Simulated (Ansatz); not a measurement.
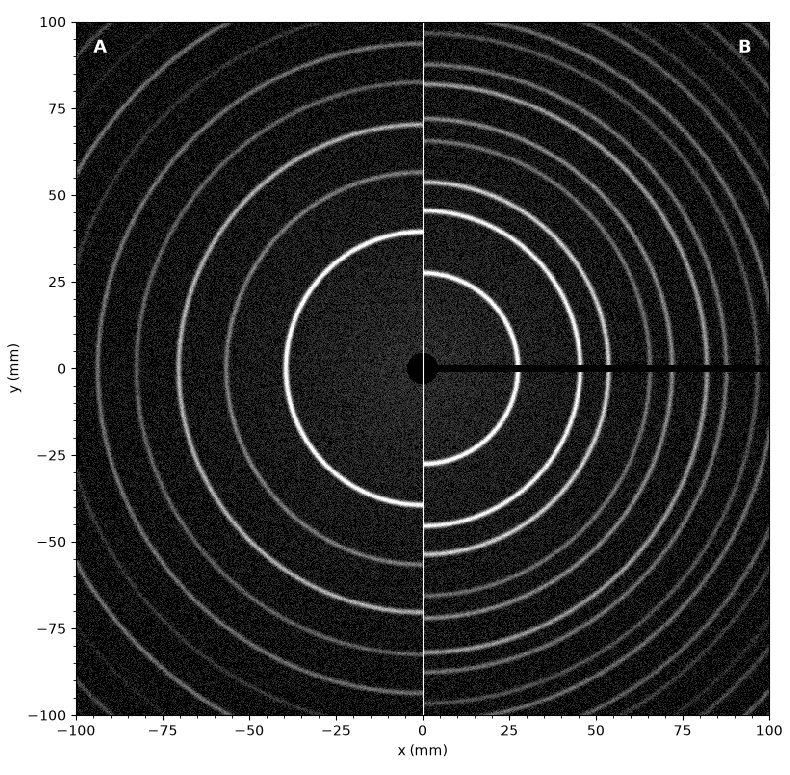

Simulated X-ray powder rings on a flat area detector normal to the beam: λ = 0.5594 Å, sample-to-detector distance 200 mm, axes in mm from the beam centre, for a fine-grained powder without texture. Kinematic intensities with B = 1.0 Å² for all atoms, without absorption; brightness goes as intensity to the power 0.5, clipped at the top, with counting noise. Reflections closer than the ring width show as one ring. The left and right halves show two different samples, each scaled to its strongest ring.

Structure 1:
```xyz
8
Lattice="7.0908 0.0000 0.0000 0.0000 7.0908 0.0000 0.0000 0.0000 7.0908" Properties=species:S:1:pos:R:3 pbc="T T T"
Y     5.3181    5.3181    5.3181
Y     0.0000    3.5454    0.0000
Y     5.3181    1.7727    1.7727
Y     0.0000    0.0000    3.5454
Y     1.7727    5.3181    1.7727
Y     3.5454    3.5454    3.5454
Y     1.7727    1.7727    5.3181
Y     3.5454    0.0000    0.0000
```

Structure 2:
```xyz
2
Lattice="4.0707 0.0000 0.0000 0.0000 4.0707 0.0000 0.0000 0.0000 4.0707" Properties=species:S:1:pos:R:3 pbc="T T T"
Y     0.0000    0.0000    0.0000
Y     2.0354    2.0354    2.0354
```

All cells are input geometries of electronic-structure calculations (not necessarily at equilibrium); the starting structure was generated, so it need not be a known form of this composition.

### Which structure gives which half?

Half A is structure 2 (Y): 110 at 39.4 mm (d = 2.88 Å), 200 at 56.6 mm (d = 2.04 Å), 211 at 70.3 mm (d = 1.662 Å), 220 at 82.5 mm (d = 1.439 Å).
Half B is structure 1 (Y): 111 at 27.5 mm (d = 4.09 Å), 220 at 45.5 mm (d = 2.51 Å), 311 at 53.7 mm (d = 2.14 Å), 400 at 65.6 mm (d = 1.773 Å).
